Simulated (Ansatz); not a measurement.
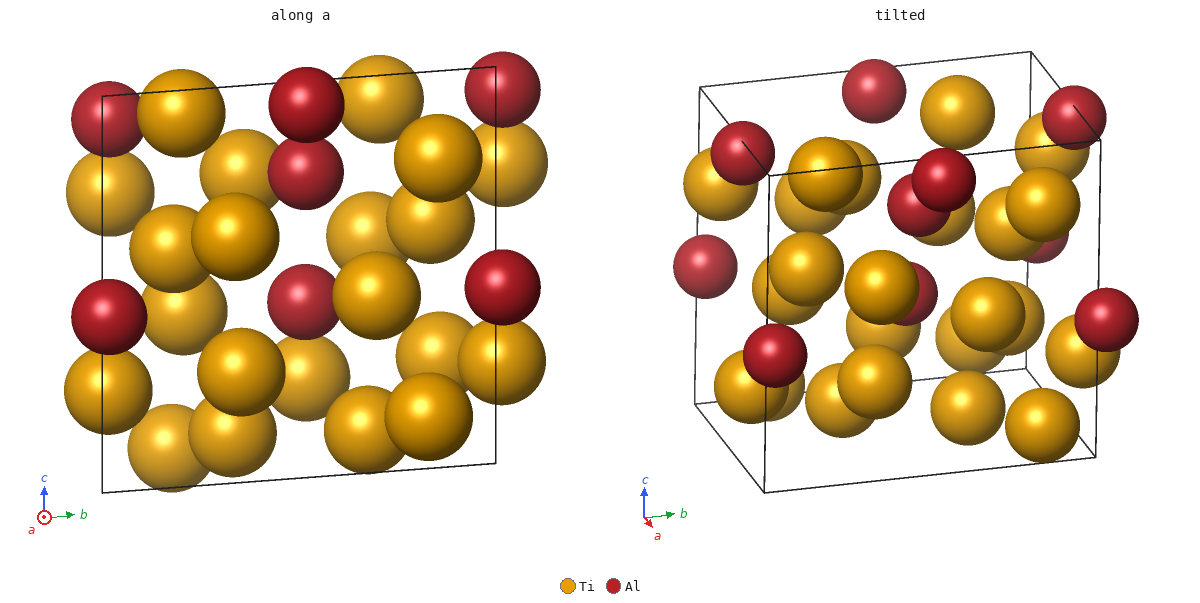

The image is a spheres-only drawing of a crystal, viewed along the a axis and slightly off an axis. Lines trace the edges of the simulation cell.

Input for the calculation:
```yaml
crystal:
  lattice:
    - [7.433799, 0.299976, 0.266983]
    - [0.287903, 7.39386, 0.291719]
    - [0.261759, 0.295803, 7.43235]
  atoms:
    - { symbol: Ti, position: [0.8837958821, 0.3535861665, 0.2783863577] }
    - { symbol: Ti, position: [0.3508321083, 0.2058488717, 0.4433320946] }
    - { symbol: Ti, position: [0.8794886087, 0.8537948748, 0.7801528255] }
    - { symbol: Ti, position: [0.3724013348, 0.3599148834, 0.7793793047] }
    - { symbol: Ti, position: [0.0371945781, 0.8298285449, 0.1304381237] }
    - { symbol: Ti, position: [0.199634105, 0.1768872937, 0.0997716345] }
    - { symbol: Ti, position: [0.5414303061, 0.3309682321, 0.1265399481] }
    - { symbol: Ti, position: [0.2277419345, 0.5177467526, 0.2533988363] }
    - { symbol: Ti, position: [0.8544359556, 0.2006206369, 0.9419114748] }
    - { symbol: Ti, position: [0.8606947462, 0.6974685698, 0.4455660135] }
    - { symbol: Ti, position: [0.2028679207, 0.681861209, 0.5973536856] }
    - { symbol: Ti, position: [0.5393982098, 0.8342736163, 0.6271241167] }
    - { symbol: Ti, position: [0.224385038, 0.0203538863, 0.7562247427] }
    - { symbol: Ti, position: [0.3812076015, 0.858642905, 0.2816829993] }
    - { symbol: Ti, position: [0.7243267377, 0.0153093372, 0.2572053526] }
    - { symbol: Ti, position: [0.0359011451, 0.3378817388, 0.6204268691] }
    - { symbol: Ti, position: [0.7012736847, 0.1812294233, 0.6019207307] }
    - { symbol: Ti, position: [0.3540065477, 0.7048367799, 0.9399117561] }
    - { symbol: Ti, position: [0.7013840457, 0.6757926148, 0.1084495341] }
    - { symbol: Al, position: [0.542108227, 0.5160826111, 0.4427648074] }
    - { symbol: Al, position: [0.0383475505, 0.5192835461, 0.9393170053] }
    - { symbol: Al, position: [0.0388100721, 0.01783886, 0.442348113] }
    - { symbol: Al, position: [0.7108170793, 0.5173140532, 0.7702985313] }
    - { symbol: Al, position: [0.5402813469, 0.0177547621, 0.9407413256] }
basis:
  ecutwfc: 420
kpoints:
  mp_grid: { grid: [4, 4, 4] }
hamiltonian:
  xc: pbe
scf:
  occupations: { method: gaussian, width: 0.1 }
  n_extra_bands: 12
output:
  forces: true
  stress: true
  eigenvalues: true
  populations: true
  dos:
    method: { smearing: { sigma: 0.1, scheme: gaussian } }
    projected: true
    de: 0.02
```
Run as:
```sh
ansatz run input.yaml --threads 2 --pin off --max-ram 5120MiB --backend cpu --events-out ev --progress --plain --runs-dir out
```

The numbers come from DFT PBE, scalar-relativistic, plane waves, PAW in Ansatz 0.2.0, using plane-wave cutoff 420 eV, a 4×4×4 mesh of k-points, Gaussian smearing of 0.1 eV, no spin polarisation.

### Classify it as metallic or gapped, with the value.

A metal: bands cross the Fermi level.

### Under what pressure is the structure?

The computed pressure is 0.2 GPa (compressed: it would expand).

The structure comes from a structure type filled with these elements by a generator (whether the compound takes this form wasn't checked). Earlier steps of the study, as a rule a relaxation of our own, may have changed the cell and positions, so they can lie some per cent off the listed ones. It was the input of a calculation with Ansatz.
